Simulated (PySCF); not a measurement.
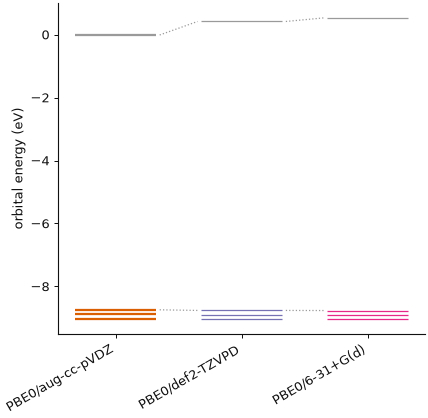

Frontier orbital energies of C₅H₁₂, SMILES CCC(C)C at one geometry, PySCF, at a PBE0-D3(BJ)/def2-SVP geometry (no frequency check). Empty levels are grey, levels within 0.1 eV stand side by side; all columns show the same few orbitals around the gap. Dotted lines join the HOMOs and the LUMOs.

### How do the frontier levels move from column to column?

The separation grows from 8.73 eV (PBE0/aug-cc-pVDZ) to 9.30 eV (PBE0/6-31+G(d)).

```tsv
level	HOMO (eV)	LUMO (eV)	separation (eV)
PBE0/aug-cc-pVDZ	−8.74	−0.01	8.73
PBE0/def2-TZVPD	−8.76	0.42	9.18
PBE0/6-31+G(d)	−8.77	0.53	9.30
```

Caveats, for all or some of the runs: empty levels above zero depend strongly on the basis; one conformer of a flexible molecule.
